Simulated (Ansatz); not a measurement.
```yaml
crystal:
  lattice:
    - [2.45916, 0.00000, 0.00000]
    - [-1.22958, 2.12919, 0.00000]
    - [0.00000, 0.00000, 18.66159]
  atoms:
    - { symbol: C, position: [0.58332, 0.16664, 0.40189] }
    - { symbol: C, position: [0.91668, 0.83336, 0.40189] }
    - { symbol: C, position: [0.08332, 0.16664, 0.59811] }
    - { symbol: C, position: [0.41668, 0.83336, 0.59811] }
```

Changed on purpose from its base cell (repeats removed: 1).

All numbers below come from DFT PBEsol, scalar-relativistic, plane waves, PAW (Ansatz).

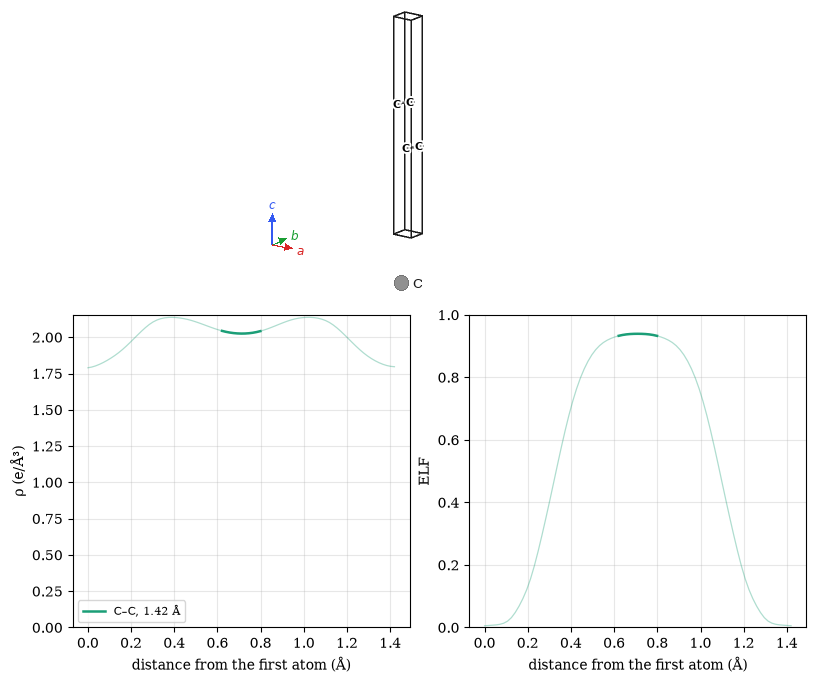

C (slab). Valence electron density and ELF along straight lines between neighbouring atoms. Thin, pale parts lie inside the atomic spheres. The structure is drawn too.

In a PAW calculation such maps are meaningful between the atoms, not at the nuclei.

### What can be read from the curves?

C–C (1.42 Å): ρ at the midpoint is about 2 e/Å³; the ELF peaks at about 0.95 between the atoms: localised, covalent bonding.
